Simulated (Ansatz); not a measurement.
Geometry relaxation of C

The run: geometry relaxation of C (slab, 6 atoms in the cell). Method and program: DFT PBE+D3(BJ), scalar-relativistic, plane waves, PAW, no spin polarisation (Ansatz 0.2.0).

The structure derives from an entry of the Crystallography Open Database. The input holds or restrains some coordinates. Forces given for the steps count only the free coordinates. It belongs to a series of runs on one base structure; here: clean slab, lower half held. Figures and captions count atoms from 1; the log counts them from 0 in places.

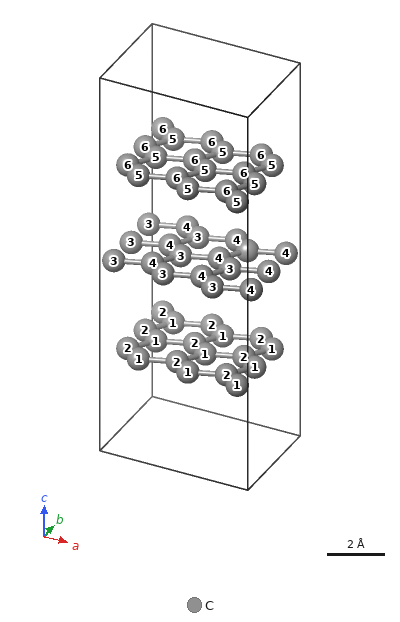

*The input geometry (ball-and-stick view of the 3 × 3 repeat of the cell, with the vacuum cut short, seen slightly off an axis; atoms are numbered from 1 in the order of the input). An atom can appear more than once, as a periodic image.*

Near neighbours in the periodic cell (some may lie outside the picture): C has 3 C at 1.42 Å.

**Results in brief**

```tsv
quantity	value
outcome	converged under the restraints of the input
electrons treated	24
free energy	−1506.3762 eV
work function, top face	4.27 eV
work function, bottom face	4.27 eV
Fermi energy	0.499 eV
gap on the k-point mesh	none (metallic)
final volume	125.15 Å³
work function (upper face)	4.27 eV
largest force (length of the vector) at the end, held atoms and coordinates included	0.006 eV/Å
hardware	1 thread of Intel Xeon (Sapphire Rapids), 64 GiB of memory available, shared host
wall time	16 s
peak memory	0.43 GiB
```

**Notes**

Warnings of the run: the exchange-correlation potential is rough where the density is thin.

**The input**
```yaml
crystal:
  lattice:
    - [2.4656258796, 0.0, 0.0]
    - [-1.2328129398, 2.1341717713, 0.0]
    - [0.0, 0.0, 23.7842703304]
  atoms:
    - { symbol: C, position: [0.6666996624, 0.3333993247, 0.3573790527] }
    - { symbol: C, position: [0.3333003376, 0.6666006753, 0.3573790527] }
    - { symbol: C, position: [0.1666996624, 0.3333993247, 0.5] }
    - { symbol: C, position: [0.8333003376, 0.6666006753, 0.5] }
    - { symbol: C, position: [0.6666996624, 0.3333993247, 0.6426209473] }
    - { symbol: C, position: [0.3333003376, 0.6666006753, 0.6426209473] }
basis:
  ecutwfc: 420
kpoints:
  mp_grid: { grid: [12, 12, 1] }
hamiltonian:
  xc: pbe
  dispersion: d3bj
scf:
  occupations: { method: gaussian, width: 0.05 }
output:
  forces: true
  eigenvalues: true
  write_density: true
  write_potential: true
  elf: true
  volumetric_format: npy
relax:
  adjacent_minimum: "off"
  f_tol: 0.03
  max_steps: 70
  constraints: [{ sites: [0, 1] }]
efield:
  axis: 3
  dipole_correction: true
  ramp_width: 0.04
```

Launch command:
```bash
ansatz run input.yaml --threads 1 --pin off --max-ram 2560MiB --backend cpu --events-out ev --progress --plain --runs-dir out
```

**What the program printed**
```
Engine: ansatz 0.2.0, x86_64-unknown-linux-gnu
Pseudopotentials: kind: paw
Pseudopotential: C, paw, valence charge 4, recommended cutoff 420 eV (normal), C.paw.azcp
Functional definition: PBE
  parameter kappa = 0.804
  parameter beta = 0.06672455060314922
  exchange = pbe_x(kappa = kappa, mu = beta*pi^2/3)
  correlation = pbe_c(beta = beta)
Crystal: 6 atoms, lattice volume = 125.154 Å³
Basis set: ecut = 420 eV, 2353 PW (Γ), exchange–correlation on 36×36×320 points (8 copies of the dense FFT grid, shifted against one another)
Bands: 18, of which v1, the nominal top of the filled ones, is band 12 counted from 1 (11 counted from 0)
Symmetry: 4 space group operations
k-points: 43 of 144
Non-local potential: C, projectors of the file, l = 0: 2, l = 1: 2, l = 2: 1
PAW form: soft (Blöchl's): semilocal exchange-correlation on the pseudo side does not see the compensation charge
PAW one-centre angular grid: C, 110 points (default); XC on 64 Gauss nodes
Initial density: superposition of atomic densities (neutral atoms: chi_scale 0, normalization atom), corrected by the library's trained network
Initial wavefunctions: pseudopotential atomic-orbital guess
Functional: x = pbe(κ = 0.804, μ = 0.2195149727645171), c = pbe(β = 0.06672455060314922)
SCF iter   1: F=—  HF=-1506.374807 eV  |F-HF|=—  |Δ(HF+E_count)|=         —  Δρ=2.05e-3  dr2=5.37e-3  ethr=1.77e-3  p=0.000 e·Å  D=1.84e-13 V/Å  ΔV_dip=-0.00 eV  dr2_dipole=1.89e-7  V_vac-E_F(+/−)=4.48/4.48 eV  ⟨swp⟩=7.7  Hψ=4751  notcnv=0
efield: sawtooth ramp at fractional position 0.9800 (placed from the atoms, in the widest stretch of the axis that holds none; the zero of the levels goes with the place), width 0.0400; the density the first Hamiltonian is built on has a dipole p = 0.000 e·Å; the dipole correction subtracts the counter field D = 1.84e-13 V/Å, which shifts the + side's vacuum level by -0.00 eV against the − side's; the planar-averaged density in the ramp window peaks in size at 1.3e-5 e/Å³
preconditioner: auto → LDOS  [metal: Δε(μ)=0.000 eV  Ē_g=15.093 eV  σ=0.050 eV  W_gap=0.00  n_scr=14 (ndim 8)  ℏωp=16.3 eV  f_vac=0.563  D(μ)=0.63/eV (n_scr^D=6)  β→1.0]
SCF iter   2: F=—  HF=-1506.376429 eV  |F-HF|=—  |Δ(HF+E_count)|=   1.62e-3  Δρ=5.90e-4  dr2=1.36e-3  ethr=2.24e-5  p=-0.000 e·Å  D=-9.38e-6 V/Å  ΔV_dip=0.00 eV  dr2_dipole=4.13e-8  V_vac-E_F(+/−)=4.25/4.25 eV  ⟨swp⟩=3.1  Hψ=1922  notcnv=0  defer=48
SCF iter   3: F=—  HF=-1506.376604 eV  |F-HF|=—  |Δ(HF+E_count)|=   1.75e-4  Δρ=4.54e-4  dr2=1.77e-3  ethr=5.68e-6  p=-0.000 e·Å  D=-8.82e-6 V/Å  ΔV_dip=0.00 eV  dr2_dipole=1.63e-8  V_vac-E_F(+/−)=4.29/4.29 eV  ⟨swp⟩=2.1  Hψ=1507  notcnv=0  defer=46
SCF iter   4: F=—  HF=-1506.376296 eV  |F-HF|=—  |Δ(HF+E_count)|=   3.08e-4  Δρ=1.82e-4  dr2=2.66e-4  ethr=5.68e-6  p=-0.000 e·Å  D=-7.13e-6 V/Å  ΔV_dip=0.00 eV  dr2_dipole=7.64e-9  V_vac-E_F(+/−)=4.28/4.28 eV  ⟨swp⟩=1.8  Hψ=969  notcnv=0  defer=44
iter 5 did not close the SCF: its close was put off for the readings that it lacked (scf_convergence_deferred on its scf_iter line)
SCF iter   5: F=-1506.376238 eV  HF=-1506.376250 eV  |F-HF|=1.25e-5  |Δ(HF+E_count)|=   4.55e-5  Δρ=4.19e-5  dr2=1.37e-5  ethr=1.11e-6  p=-0.000 e·Å  D=-6.26e-6 V/Å  ΔV_dip=0.00 eV  dr2_dipole=3.77e-9  V_vac-E_F(+/−)=4.27/4.27 eV  ⟨swp⟩=1.9  Hψ=900  notcnv=0  defer=44
SCF iter   6: F=-1506.376248 eV  HF=-1506.376248 eV  |F-HF|=2.48e-8  |Δ(HF+E_count)|=   2.40e-6  Δρ=4.88e-6  dr2=9.51e-8  ethr=5.69e-8  p=-0.000 e·Å  D=-4.10e-6 V/Å  ΔV_dip=0.00 eV  dr2_dipole=1.79e-9  V_vac-E_F(+/−)=4.27/4.27 eV  ⟨swp⟩=16.5  Hψ=6995  notcnv=0
SCF 1 converged in 6 iterations: F = -1506.376248 eV  dr2 = 9.51e-8
  greatest PAW one-centre occupation: 0.673 electrons in one spin orbital (limit 2), on the C atom at site 3 (counted from 0), in its partial waves of l = 0
relax step   1: F+E_penalty+E_count = -1506.37624794 eV  Δ(F+E_penalty+E_count) = +0.000e0 eV  max|allowed force component| = 5.835e-3 eV/Å  Δτ_max = 0.0000 Å  (6 SCF iters, dr2 threshold 2.25e-5 eV, accepted)
Initial density: handed on by an earlier stage of this run
Initial wavefunctions: those handed on with the density
iter 1 solved again at ethr=4.18e-10 eV; its pass at ethr=3.10e-3 eV (dr2=1.00e-7 eV) is discarded
SCF iter   1: F=—  HF=-1506.376177 eV  |F-HF|=—  |Δ(HF+E_count)|=         —  Δρ=4.87e-6  dr2=1.01e-7  ethr=4.18e-10  p=-0.000 e·Å  D=-4.10e-6 V/Å  ΔV_dip=0.00 eV  dr2_dipole=1.79e-9  V_vac-E_F(+/−)=4.27/4.27 eV  ⟨swp⟩=1.0  Hψ=2580  notcnv=0
efield: sawtooth ramp at fractional position 0.9800 (handed on by an earlier solve), width 0.0400; the density the first Hamiltonian is built on has a dipole p = -0.000 e·Å; the dipole correction subtracts the counter field D = -4.10e-6 V/Å, which shifts the + side's vacuum level by +0.00 eV against the − side's; the planar-averaged density in the ramp window peaks in size at 6.6e-8 e/Å³
preconditioner: auto → LDOS  [metal: Δε(μ)=0.001 eV  Ē_g=15.066 eV  σ=0.050 eV  W_gap=0.01  n_scr=14 (ndim 8)  ℏωp=16.3 eV  f_vac=0.562  D(μ)=0.63/eV (n_scr^D=6)  β→1.0]
SCF iter   2: F=—  HF=-1506.376248 eV  |F-HF|=—  |Δ(HF+E_count)|=   7.13e-5  Δρ=6.91e-6  dr2=4.25e-7  ethr=4.18e-10  p=-0.000 e·Å  D=-2.35e-6 V/Å  ΔV_dip=0.00 eV  dr2_dipole=5.32e-10  V_vac-E_F(+/−)=4.27/4.27 eV  ⟨swp⟩=2.0  Hψ=1277  notcnv=0
iter 3 did not close the SCF: its close was put off until two iterations running show no level that it waits for move by more than its bar (scf_convergence_deferred on its scf_iter line)
SCF iter   3: F=-1506.376248 eV  HF=-1506.376248 eV  |F-HF|=1.76e-9  |Δ(HF+E_count)|=   4.86e-8  Δρ=1.11e-6  dr2=3.73e-9  ethr=4.17e-10  p=-0.000 e·Å  D=-1.98e-6 V/Å  ΔV_dip=0.00 eV  dr2_dipole=3.91e-10  V_vac-E_F(+/−)=4.27/4.27 eV  ⟨swp⟩=10.1  Hψ=5625  notcnv=0
iter 4 did not close the SCF: its close was put off until two iterations running show no level that it waits for move by more than its bar (scf_convergence_deferred on its scf_iter line)
SCF iter   4: F=-1506.376248 eV  HF=-1506.376248 eV  |F-HF|=1.58e-10  |Δ(HF+E_count)|=   4.53e-9  Δρ=2.15e-7  dr2=3.33e-10  ethr=1.55e-11  p=-0.000 e·Å  D=-1.15e-6 V/Å  ΔV_dip=0.00 eV  dr2_dipole=1.37e-10  V_vac-E_F(+/−)=4.27/4.27 eV  ⟨swp⟩=7.3  Hψ=4631  notcnv=0
SCF iter   5: F=-1506.376248 eV  HF=-1506.376248 eV  |F-HF|=1.36e-12  |Δ(HF+E_count)|=  1.91e-10  Δρ=7.01e-8  dr2=5.45e-11  ethr=1.39e-12  p=-0.000 e·Å  D=-5.42e-7 V/Å  ΔV_dip=0.00 eV  dr2_dipole=2.55e-11  V_vac-E_F(+/−)=4.27/4.27 eV  ⟨swp⟩=5.8  Hψ=3971  notcnv=0
SCF 2 converged in 5 iterations: F = -1506.376248 eV  dr2 = 5.45e-11
relax step   2: F+E_penalty+E_count = -1506.37624800 eV  Δ(F+E_penalty+E_count) = -6.344e-8 eV  max|allowed force component| = 5.773e-3 eV/Å  Δτ_max = 0.0000 Å  (5 SCF iters, accepted)
```

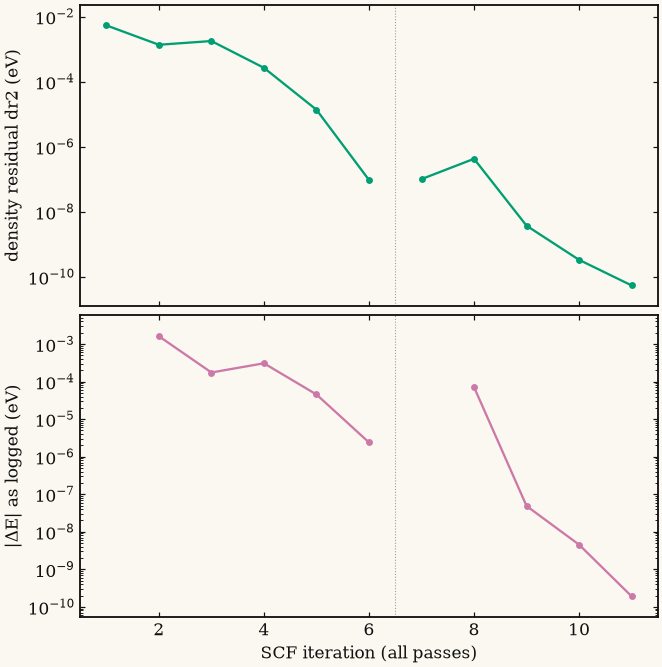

*Convergence of the self-consistent field: density residual dr2 and size of the energy change against the SCF iteration. The dotted lines part the SCF passes of the relaxation: geometry steps, rejected trials and re-solves on a re-selected basis.*

The passes take 6 and 5 iterations.

```
WARN: The output density's exchange-correlation potential varies sharply where the density is thin. Do not read a vacuum level from v_tot or v_xc, or from such a field of the output density. On a cell that repeats whose density bears no net charge and no dipole along the vacuum's axis use v_es (v_loc + v_h of the components); under efield.dipole_correction with no amplitude use v_es + v_field, which holds any external_charges[].barrier, or the levels of the report's work_function block, which leave it out; under a non-zero efield.amplitude the vacuum is tilted and has no level; on a cell that repeats and bears such a dipole with no correction it is tilted too, and efield.dipole_correction with no amplitude gives each side of its ramp a level where efield: is served; in a cell that repeats whose density bears a net charge (total_charge, or a fill off its count) it is curved and has none; of a slab under crystal.periodic whose density bears no net charge use v_es, which has a level on each side, short of where the two are joined; of another it falls or rises all the way out and has none; of a slab beside external_charges read slab_vacuum_level instead, which it has where they leave it neutral. The grid or the basis barely resolves most such structure, and the values can differ between equally converged runs; as a rule a tighter scf.convergence.dr2_threshold does not remove it. Where the density itself ripples (under the LDA too) a higher basis.ecutwfc lessens it. The files hold the spikes' plane waves up to the density's cutoff. Files: v_tot_of_output_density and the like, and their columns of v_z.tsv (output.write_potential); v_xc_of_output_density and the like, and their columns of v_comp_z.tsv (output.write_potential_components). Measured: with its Gaussian average of σ = 0.25 Å subtracted twice, the exchange-correlation potential is over 0.1 eV at 45 of the grid points where the equally averaged density (valence and model cores) is under 1e-3 e/Å³, and 0.221 eV at the most among them, at an averaged density of 4.0e-8 e/Å³. The input density's (outcome.potential() and, of a run that writes arrays, v_tot and v_xc) is over 0.1 eV, so measured, at 24 points of its own thin density, 0.139 eV at the most. See output.write_potential in the manual, Limitations
SCF converged after 5 iterations
Free energy (F): -1506.376248 eV
Harris-Foulkes:  -1506.376248 eV  (|F-HF|=1.36e-12)
Internal energy: -1506.375464 eV  (E = F + TS)
E sigma→0 (E₀):  -1506.375856 eV
Entropy (-TS):   -0.000784 eV (-0.131 meV/atom)
Fermi energy:    0.499042 eV
Dipole field:    D = 0.000008 V/Å  (p = 0.000006 e·Å, saw-weighted, corrected)
Work function:   Φ+ = 4.2719 eV   Φ− = 4.2720 eV
Levels:          The Fermi level and band energies are counted from a zero that moves with the ramp; work functions are not
--- Per-component energies (eV) ---
  E_band       = -207.424009
  E_kinetic    = 545.484068
  E_local      = -14699.687724  (includes V_loc(G=0)·N_el)
  E_nonlocal   = 163.820499
  E_hartree    = 7090.186086
  E_xc         = -288.009280
  E_vxc        = -356.584542  (∫ρ·V_xc dr)
  E_paw        = -596.070047  (= ΣΔE_a)
  E_vpaw       = -40.828471  (= ΣTr[D̂ρ^β])
  E_aug_tail   = 0.000045  (compensation charges beyond the density's cutoff)
  E_efield     = 0.000000  (sawtooth field / dipole correction)
  E_vefield    = 0.000000  (∫n·V_field dr)
  E_ewald      = 6278.682937
  E_disp       = -0.782048  (pairwise vdW)
  E_smearing   = -0.000784  (= −TS)
  E_closure    = -0.000000  (closes the sum)
  Σ components = -1506.376248   (vs F -1506.376248, Δ=0.00e0)
--- Forces (eV/Å), atoms counted from 1 ---
  atom   1  C      0.00000000    -0.00577799    -0.00137913
  atom   2  C      0.00000000     0.00577799    -0.00137913
  atom   3  C      0.00000000    -0.00570844     0.00000162
  atom   4  C      0.00000000     0.00570844     0.00000162
  atom   5  C      0.00000000    -0.00577314     0.00137872
  atom   6  C      0.00000000     0.00577314     0.00137872
  max |Σ_I F_I| component: 2.43e-6 eV/Å
--- Band table (eV; the first three rows and the last of 43) ---
  k-point 0: bands = ["-19.1191", "-19.0232", "-18.9239", "-7.7488", "-7.1321", "-6.4436", "-2.5473", "-2.5382", "-2.5304", "-2.5281", "-2.5238", "-2.5209", "3.9813", "4.1743", "5.0047", "5.9949", "5.9973", "7.6823"]
  k-point 1: bands = ["-18.9540", "-18.8591", "-18.7608", "-7.5492", "-6.9359", "-6.2519", "-3.1869", "-3.1802", "-3.1689", "-2.8880", "-2.8779", "-2.8626", "4.2020", "4.3970", "5.2295", "6.2019", "6.2209", "7.8978"]
  k-point 2: bands = ["-18.4605", "-18.3685", "-18.2731", "-6.9548", "-6.3525", "-5.6825", "-4.8372", "-4.8202", "-4.7992", "-3.6850", "-3.6733", "-3.6564", "4.8637", "5.0642", "5.9035", "6.8212", "6.8907", "8.5246"]
  k-point 42: bands = ["-14.8104", "-14.7413", "-14.6692", "-10.0766", "-10.0297", "-9.9788", "-8.4926", "-8.4596", "-8.4229", "-2.6978", "-2.2454", "-1.7692", "2.9328", "3.3159", "3.7193", "9.8338", "9.9650", "10.7013"]
--- Relaxed structure (2 steps of the walk, 2 accepted, 0 SCFs on fresh bases) ---
  F+E_penalty+E_count = -1506.37624800 eV   max|allowed force component| = 5.773e-3 eV/Å
  atoms:
    - { symbol: C, position: [0.66669966235, 0.33339932470000005, 0.3573790527] }
    - { symbol: C, position: [0.33330033765, 0.6666006753, 0.3573790527] }
    - { symbol: C, position: [0.16669966235000003, 0.33339932470000005, 0.49999999999999994] }
    - { symbol: C, position: [0.83330033765, 0.6666006753, 0.49999999999999994] }
    - { symbol: C, position: [0.66669966235, 0.33339932470000005, 0.6426209473] }
    - { symbol: C, position: [0.33330033765, 0.6666006753, 0.6426209473] }
```

**Trajectory as extended XYZ (Å, eV, eV/Å), 2 frames, from step=1 to step=2**
```
6
Lattice="2.4656 0.0000 0.0000 -1.2328 2.1342 0.0000 0.0000 0.0000 23.7843" Properties=species:S:1:pos:R:3:forces:R:3 step=1 energy=-1506.37625
C     1.2328    0.7115    8.5000    0.0000  -0.0057  -0.0014
C     0.0000    1.4226    8.5000    0.0000   0.0057  -0.0014
C     0.0000    0.7115   11.8921    0.0000  -0.0058   0.0000
C     1.2328    1.4226   11.8921    0.0000   0.0058   0.0000
C     1.2328    0.7115   15.2843    0.0000  -0.0057   0.0014
C     0.0000    1.4226   15.2843    0.0000   0.0057   0.0014
6
Lattice="2.4656 0.0000 0.0000 -1.2328 2.1342 0.0000 0.0000 0.0000 23.7843" Properties=species:S:1:pos:R:3:forces:R:3 step=2 energy=-1506.37625
C     1.2328    0.7115    8.5000    0.0000  -0.0058  -0.0014
C     0.0000    1.4226    8.5000    0.0000   0.0058  -0.0014
C     0.0000    0.7115   11.8921    0.0000  -0.0057   0.0000
C     1.2328    1.4226   11.8921    0.0000   0.0057   0.0000
C     1.2328    0.7115   15.2843    0.0000  -0.0058   0.0014
C     0.0000    1.4226   15.2843    0.0000   0.0058   0.0014
```

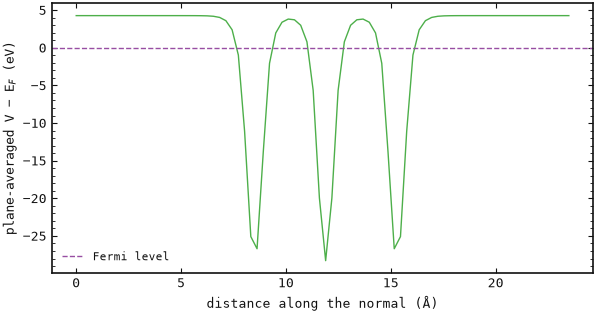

*Plane average of the electrostatic potential energy of an electron across the cell, from the Fermi level.*

The vacuum level lies 4.27 eV above the Fermi level.

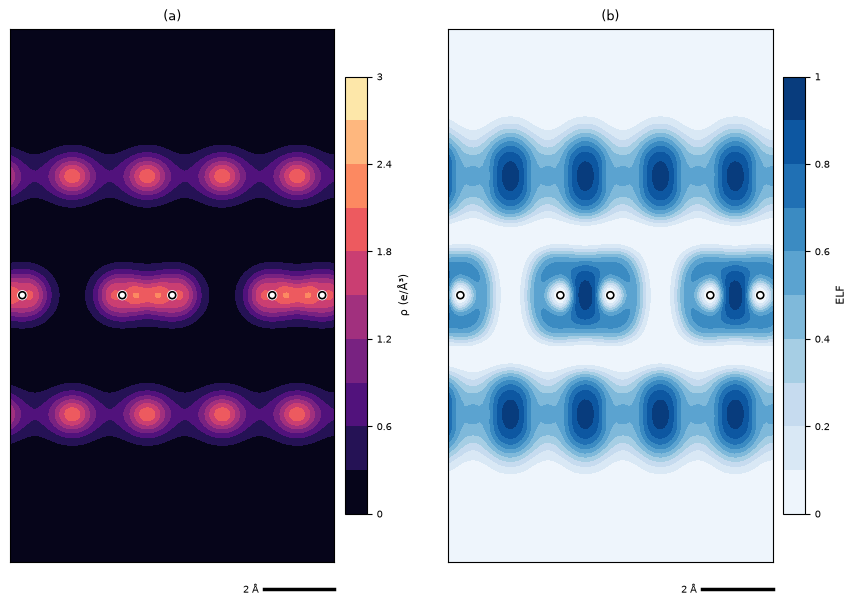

*(a) valence electron density; (b) electron localisation function on the (110) plane of the calculation cell, a cut from vacuum to vacuum. Circles mark the nuclei in the plane (C).*

Atoms in the plane: C. C–C (1.42 Å): ρ at the midpoint is about 2 e/Å³; the ELF peaks at about 0.95 between the atoms, as expected for localised, shared-pair bonding. The density dies away to nearly zero in the vacuum. In a PAW calculation such maps are meaningful between the atoms, not at the nuclei.

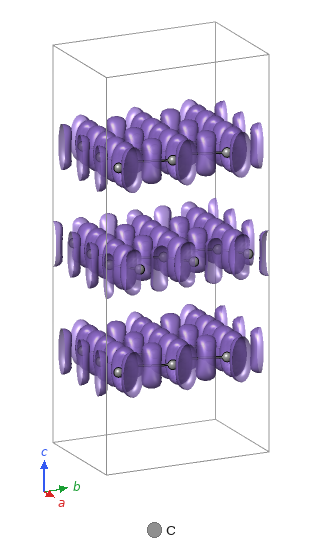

*Isosurface of the ELF at 0.75 (purple), seen slightly off an axis. Only the valence region is drawn (cores and ρ < 0.01 e/Å³ removed). Sticks mark near contacts.*

Profiles from the grid: C–C (1.42 Å): the ELF peaks at about 0.95 between the atoms, which marks a covalent bond.
